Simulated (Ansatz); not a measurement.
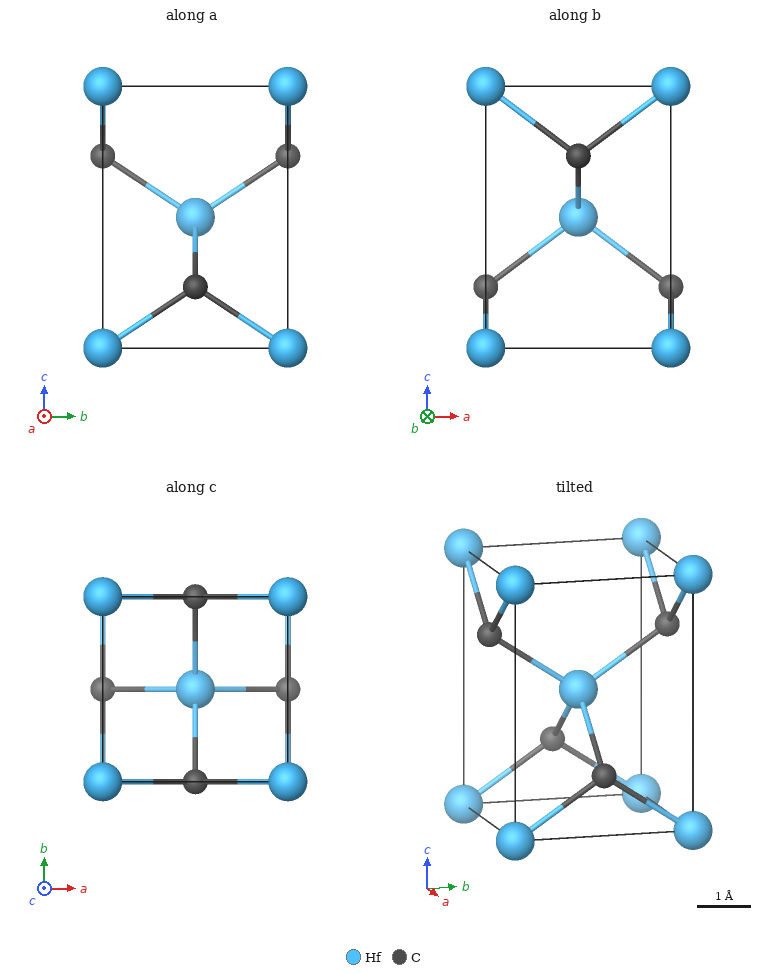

The image is a ball-and-stick drawing of a crystal, viewed along the a axis, along the b axis, along the c axis and slightly off an axis. Lines trace the edges of the conventional unit cell.

Lattice parameters: a = 3.553 Å, b = 3.553 Å, c = 5.025 Å, α = 90.00°, β = 90.00°, γ = 90.00°.

> Express the structure as a table of Wyckoff sites, with free fractional coordinates to two decimals.

Space group Imm2 (No. 44).
```json
{"atom": "Hf", "site": "2a", "x": "0.00", "y": "0.00", "z": "0.00"}
{"atom": "C", "site": "2b", "x": "0.00", "y": "0.50", "z": "0.23"}
```

The initial geometry was a structure type filled with these elements by a generator (whether the compound takes this form wasn't checked). The cell was then strained or its atoms displaced on purpose. It was run through Ansatz as a DFT input.

At this level of theory the run's own cell isn't at rest (forces up to 1.0 eV/Å), so its distances can differ from those at equilibrium, the more so the softer the solid.
